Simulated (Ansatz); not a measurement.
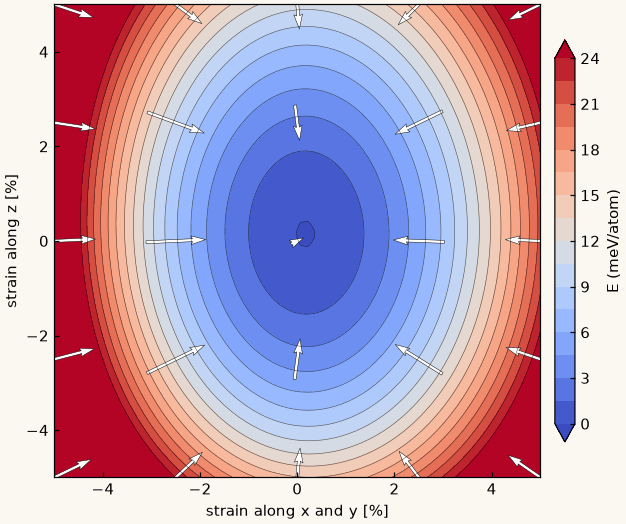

Energy landscape of NaCl (Pm-3m, No. 221; 2 atoms in the cell). 
- The cell is strained homogeneously, by one strain along x and y and another along z, with fractional coordinates fixed (x, y and z along the cube axes).
- First axis: strain along x and y. Second axis: strain along z.
- The grid has 5 × 5 points.
- Energies: meV/atom, counted from the lowest grid point.
- The reference cell is the one listed in the database, not relaxed at this level.
- Computed with DFT PBE, scalar-relativistic, plane waves, PAW (Ansatz 0.2.0). Settings: cutoff 420 eV, k-mesh 6×6×6, gaussian smearing 0.05 eV, no spin polarisation.

The picture shows filled contours, arrows along the force (downhill), their lengths compressed, one colour for all values above the top of the scale. Between grid points the surface is interpolated. 

Where are the wells?

The lowest grid point is at strain along x and y = 0.0 %, strain along z = 0.0 %. It is the only kind of minimum in the scanned range. The highest grid point, strain along x and y = −5.0 %, strain along z = −5.0 %, lies 49.8 meV/atom above the lowest. Round the minimum the two coordinates are nearly uncoupled. The gap on the k-mesh is 4.0 eV at the lowest point and runs from 3.3 to 4.6 eV over the map.

Grid values (meV/atom):

```
strain along z ↓, strain along x and y →  −5.0  −2.5   0.0   2.5   5.0
                                     5.0  41.1  18.5  11.0  15.9  30.9
                                     2.5  33.2  10.2   2.7   7.9  23.6
                                     0.0  31.3   7.7   0.0   5.4  21.5
                                    −2.5  36.5  11.9   3.8   9.1  25.5
                                    −5.0  49.8  23.9  15.1  20.2  36.8
```
